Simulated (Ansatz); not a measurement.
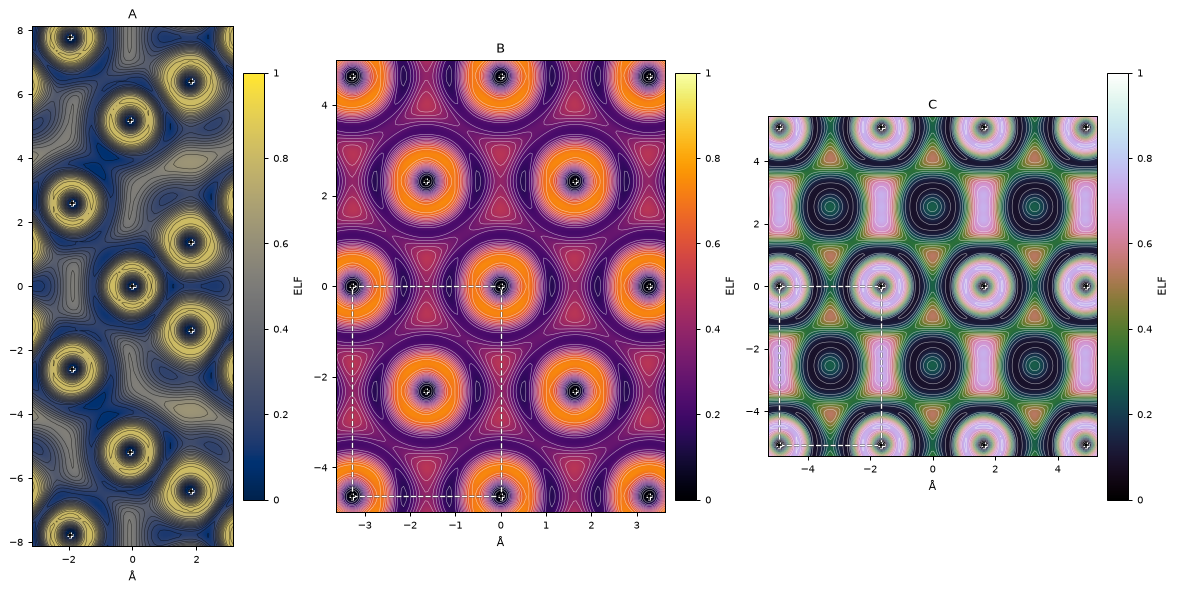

The electron localisation function of 3 systems, each on a plane through atoms (crosses mark nuclei in the plane).

Theory: DFT PBEsol, scalar-relativistic, plane waves, PAW in Ansatz.

System 1: Ta, the (011̄) plane of the conventional cell. Space group Im-3m; a structure from a database of computed crystals, not necessarily the ambient phase; computed without spin polarisation.

```
Ta
1.0
     3.28048    0.00000    0.00000
     0.00000    3.28048    0.00000
     0.00000    0.00000    3.28048
Ta
2
Direct
  0.00000 0.00000 0.00000
  0.50000 0.50000 0.50000
```

System 2: Sc, the (010) plane of the conventional cell. Space group P6₃/mmc.

System 3: Zr3N2, the (010) plane of the conventional cell. Space group R-3c; a structure from a database of computed crystals, not necessarily the ambient phase.

```yaml
crystal:
  lattice:
    - [5.59894, 0.00000, 0.00000]
    - [-2.79947, 4.84882, 0.00000]
    - [0.00000, 0.00000, 15.58101]
  atoms:
    - { symbol: Zr, position: [0.67499, 0.00000, 0.25000] }
    - { symbol: Zr, position: [0.34165, 0.33333, 0.58333] }
    - { symbol: Zr, position: [0.00832, 0.66667, 0.91667] }
    - { symbol: Zr, position: [0.32501, 0.32501, 0.25000] }
    - { symbol: Zr, position: [0.99168, 0.65835, 0.58333] }
    - { symbol: Zr, position: [0.65835, 0.99168, 0.91667] }
    - { symbol: Zr, position: [0.00000, 0.67499, 0.25000] }
    - { symbol: Zr, position: [0.66667, 0.00832, 0.58333] }
    - { symbol: Zr, position: [0.33333, 0.34165, 0.91667] }
    - { symbol: Zr, position: [0.66667, 0.65835, 0.08333] }
    - { symbol: Zr, position: [0.33333, 0.99168, 0.41667] }
    - { symbol: Zr, position: [0.00000, 0.32501, 0.75000] }
    - { symbol: Zr, position: [0.34165, 0.00832, 0.08333] }
    - { symbol: Zr, position: [0.00832, 0.34165, 0.41667] }
    - { symbol: Zr, position: [0.67499, 0.67499, 0.75000] }
    - { symbol: Zr, position: [0.99168, 0.33333, 0.08333] }
    - { symbol: Zr, position: [0.65835, 0.66667, 0.41667] }
    - { symbol: Zr, position: [0.32501, 0.00000, 0.75000] }
    - { symbol: N, position: [0.66667, 0.33333, 0.17200] }
    - { symbol: N, position: [0.33333, 0.66667, 0.50534] }
    - { symbol: N, position: [0.00000, 0.00000, 0.83867] }
    - { symbol: N, position: [0.33333, 0.66667, 0.32800] }
    - { symbol: N, position: [0.00000, 0.00000, 0.66133] }
    - { symbol: N, position: [0.66667, 0.33333, 0.99466] }
    - { symbol: N, position: [0.33333, 0.66667, 0.00534] }
    - { symbol: N, position: [0.00000, 0.00000, 0.33867] }
    - { symbol: N, position: [0.66667, 0.33333, 0.67200] }
    - { symbol: N, position: [0.00000, 0.00000, 0.16133] }
    - { symbol: N, position: [0.66667, 0.33333, 0.49466] }
    - { symbol: N, position: [0.33333, 0.66667, 0.82800] }
```

Q: Match each panel to its system.

A: Panel A is system 3, Zr3N2: the plane holds Zr and N. Zr–N (2.25 Å): the ELF peaks at about 0.80 in the valence shell of N, 0.6 Å from its nucleus, and drops to about 0.20 between the two atoms (no shared electron pair shows on this line). Panel B is system 1, Ta: the plane holds Ta. Ta–Ta (2.84 Å): the ELF is about 0.30 at the midpoint; no localised pair shows between them. Panel C is system 2, Sc: the plane holds Sc. Sc–Sc (3.28 Å): the ELF is about 0.30 at the midpoint; no shared electron pair shows on this line.
